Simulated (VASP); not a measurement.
## TiO$_{2}$: a changed input and its effect

System: TiO$_{2}$ (P4₂/mnm, 6 atoms in the cell).
Method of run 1: Kohn-Sham DFT of a periodic cell, PBEsol, VASP PAW PBE potentials, recommended, no spin polarisation (VASP 6.6.1).

The structure derives from an entry of the Crystallography Open Database. 

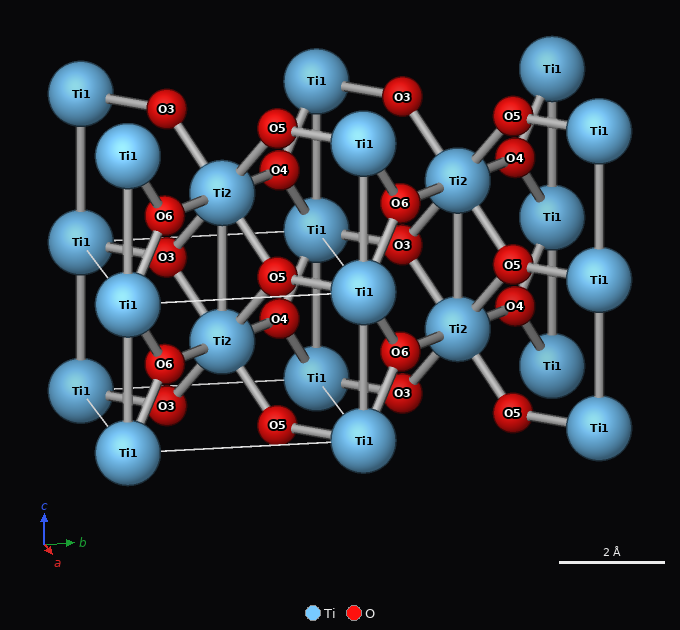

Figure 1. The input geometry (ball-and-stick view of the cell of the calculation, repeated 1 × 2 × 2, seen slightly off an axis; atoms are numbered from 1 in the order of the input). Near neighbours in the crystal (not all of them lie inside the picture): Ti has 6 O at 1.94 to 1.98 Å and 2 Ti at 2.94 Å; O has 3 Ti at 1.94 to 1.98 Å.

### INCAR, run 1
```
  ALGO = Normal
  EDIFF = 1E-7
  ENCUT = 700
  GGA = PS
  ISIF = 2
  ISMEAR = 0
  LASPH = T
  LCHARG = F
  LREAL = F
  LWAVE = F
  NBANDS = 33
  NELM = 60
  PREC = Accurate
  SIGMA = 0.02
```

### KPOINTS, run 1
```
k-points
0
Gamma
  6 6 10
```

### POSCAR, run 1
```
TiO2
1.0
    4.5922200000      0.0000000000      0.0000000000
    0.0000000000      4.5922200000      0.0000000000
    0.0000000000      0.0000000000      2.9420300000
Ti O
2 4
Direct
    1.0000000000      0.0000000000      0.0000000000
    0.5000000000      0.5000000000      0.5000000000
    0.3043000000      0.3043000000      0.0000000000
    0.1957000000      0.8043000000      0.5000000000
    0.6957000000      0.6957000000      1.0000000000
    0.8043000000      0.1957000000      0.5000000000
```

Command:
```bash
cat potpaw_PBE.64/Ti_sv/POTCAR potpaw_PBE.64/O/POTCAR > POTCAR
mpirun -np 1 vasp_std > vasp.out
```

Hardware: 1 thread of Intel Xeon (Granite Rapids), 64 GiB of memory available, shared host.

### OSZICAR and lines of OUTCAR (run 1)
```
N       E                     dE             d eps       ncg     rms          rms(c)
DAV:   1     0.725798525403E+03    0.72580E+03   -0.28826E+04  3960   0.212E+03
DAV:   2     0.419706787934E+02   -0.68383E+03   -0.63583E+03  4224   0.577E+02
DAV:   3    -0.668482346257E+02   -0.10882E+03   -0.10528E+03  5435   0.207E+02
DAV:   4    -0.723753848614E+02   -0.55272E+01   -0.55128E+01  5738   0.451E+01
DAV:   5    -0.726032681664E+02   -0.22788E+00   -0.22784E+00  5404   0.756E+00    0.315E+01
DAV:   6    -0.564846111211E+02    0.16119E+02   -0.69544E+01  5265   0.877E+01    0.108E+01
DAV:   7    -0.564014856455E+02    0.83125E-01   -0.12399E+01  4972   0.313E+01    0.938E+00
DAV:   8    -0.561613399618E+02    0.24015E+00   -0.57985E-01  4984   0.752E+00    0.572E+00
DAV:   9    -0.561714078171E+02   -0.10068E-01   -0.65113E-01  5302   0.872E+00    0.228E+00
DAV:  10    -0.561289472191E+02    0.42461E-01   -0.27025E-01  5059   0.586E+00    0.100E+00
DAV:  11    -0.561169931909E+02    0.11954E-01   -0.37311E-02  5463   0.127E+00    0.169E-01
DAV:  12    -0.561171845902E+02   -0.19140E-03   -0.17994E-03  4515   0.368E-01    0.121E-01
DAV:  13    -0.561170596382E+02    0.12495E-03   -0.86386E-04  5343   0.354E-01    0.562E-02
DAV:  14    -0.561170143049E+02    0.45333E-04   -0.20918E-04  5396   0.114E-01    0.132E-02
DAV:  15    -0.561170132398E+02    0.10651E-05   -0.21104E-05  4648   0.519E-02    0.954E-03
DAV:  16    -0.561170134474E+02   -0.20761E-06   -0.19846E-06  4960   0.153E-02    0.249E-03
DAV:  17    -0.561170134398E+02    0.75333E-08   -0.13644E-07  3272   0.470E-03
   1 F= -.56117013E+02 E0= -.56117013E+02  d E =-.816279E-40
[... from OUTCAR:]
  free energy    TOTEN  =       -56.11701344 eV
  energy without entropy =      -56.11701344  energy(sigma->0) =      -56.11701344
 E-fermi :   4.9692     XC(G=0): -11.7350     alpha+bet :-13.8833
  free  energy   TOTEN  =       -56.1170134398 eV
  energy  without entropy=      -56.1170134398  energy(sigma->0) =      -56.11701344
```

The input of run 2 differs as follows (lines with − go, lines with + come):
```diff
-  ENCUT = 700
-  GGA = PS
+  ENCUT = 520
+  LMIXTAU = T
+  METAGGA = R2SCAN
```

How does run 2 compare with run 1?

The total energies belong to different methods, so their difference says nothing on which is more stable or more accurate. The gap on the mesh goes from 1.83 to 2.24 eV. The pressure goes from −0.04 to 2.80 GPa. The functional changes from PBEsol to R2SCAN. The SCF takes 22 iterations against 17. The plane waves at Γ go from 2630.0 to 1696.0. On the same kind of shared host run 2 took about 2.3 times as long.

### OSZICAR and lines of OUTCAR (run 2)
```
N       E                     dE             d eps       ncg     rms          rms(c)
DAV:   1     0.644830750602E+03    0.64483E+03   -0.24567E+04  3968   0.175E+03
DAV:   2    -0.148125460663E+01   -0.64631E+03   -0.59868E+03  4282   0.527E+02
DAV:   3    -0.962944672090E+02   -0.94813E+02   -0.93009E+02  5382   0.195E+02
DAV:   4    -0.101672073609E+03   -0.53776E+01   -0.53616E+01  5893   0.426E+01
DAV:   5    -0.101873348224E+03   -0.20127E+00   -0.20124E+00  5143   0.690E+00    0.319E+01
DAV:   6    -0.720718681611E+02    0.29801E+02   -0.55116E+01  5428   0.933E+01    0.704E+00
DAV:   7    -0.687354787018E+02    0.33364E+01   -0.58837E+00  5009   0.161E+01    0.629E+00
DAV:   8    -0.775103264639E+02   -0.87748E+01   -0.35887E+00  5013   0.121E+01    0.497E+00
DAV:   9    -0.694116506560E+02    0.80987E+01   -0.22251E+00  4116   0.104E+01    0.134E+00
DAV:  10    -0.694553169820E+02   -0.43666E-01   -0.51422E-01  4116   0.622E+00    0.175E+00
DAV:  11    -0.724789795092E+02   -0.30237E+01   -0.10730E+00  4034   0.774E+00    0.101E+00
DAV:  12    -0.690514717803E+02    0.34275E+01   -0.90106E-01  3987   0.753E+00    0.843E-01
DAV:  13    -0.697823486442E+02   -0.73088E+00   -0.24122E-01  4914   0.305E+00    0.204E-01
DAV:  14    -0.697879201537E+02   -0.55715E-02   -0.70502E-03  4808   0.647E-01    0.109E-01
DAV:  15    -0.697872004598E+02    0.71969E-03   -0.24187E-03  5037   0.317E-01    0.327E-02
DAV:  16    -0.697879038252E+02   -0.70337E-03   -0.93885E-04  4322   0.239E-01    0.328E-02
DAV:  17    -0.697881338933E+02   -0.23007E-03   -0.12449E-04  4294   0.112E-01    0.190E-02
DAV:  18    -0.697881276998E+02    0.61935E-05   -0.14500E-05  4588   0.391E-02    0.474E-03
DAV:  19    -0.697881349531E+02   -0.72533E-05   -0.87371E-06  4303   0.216E-02    0.248E-03
DAV:  20    -0.697881356033E+02   -0.65017E-06   -0.14108E-06  4043   0.983E-03    0.177E-03
DAV:  21    -0.697881361251E+02   -0.52184E-06   -0.40328E-07  3861   0.483E-03    0.226E-04
DAV:  22    -0.697881361834E+02   -0.58265E-07   -0.34035E-08  2337   0.174E-03
   1 F= -.69788136E+02 E0= -.69788136E+02  d E =-.755816E-61
[... from OUTCAR:]
  free energy    TOTEN  =       -69.78813618 eV
  energy without entropy =      -69.78813618  energy(sigma->0) =      -69.78813618
 E-fermi :   4.8300     XC(G=0): -12.1907     alpha+bet :-13.8833
  free  energy   TOTEN  =       -69.7881361834 eV
  energy  without entropy=      -69.7881361834  energy(sigma->0) =      -69.78813618
```

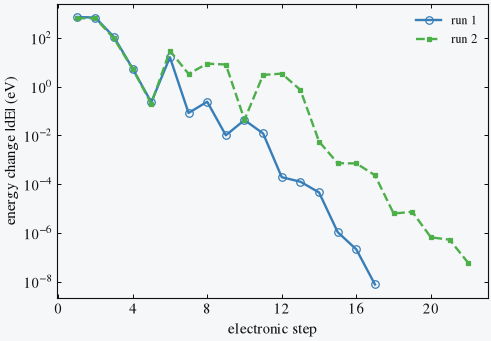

Figure 2. Convergence of the two runs: energy change |dE| against the electronic step. Run 1 takes 17 steps in all, and run 2 takes 22.

### The two runs side by side

| quantity | run 1 | run 2 |
| --- | --- | --- |
| outcome | converged | converged |
| free energy per atom (eV) | −9.3528 | −11.6314 |
| gap on the mesh (eV) | 1.83 | 2.24 |
| pressure (GPa) | −0.04 | 2.80 |
| largest force (eV/Å) | 0.005 | 0.023 |
| SCF iterations | 17 | 22 |
| irreducible k-points | 60 | 60 |
| plane waves at Γ | 2630 | 1696 |
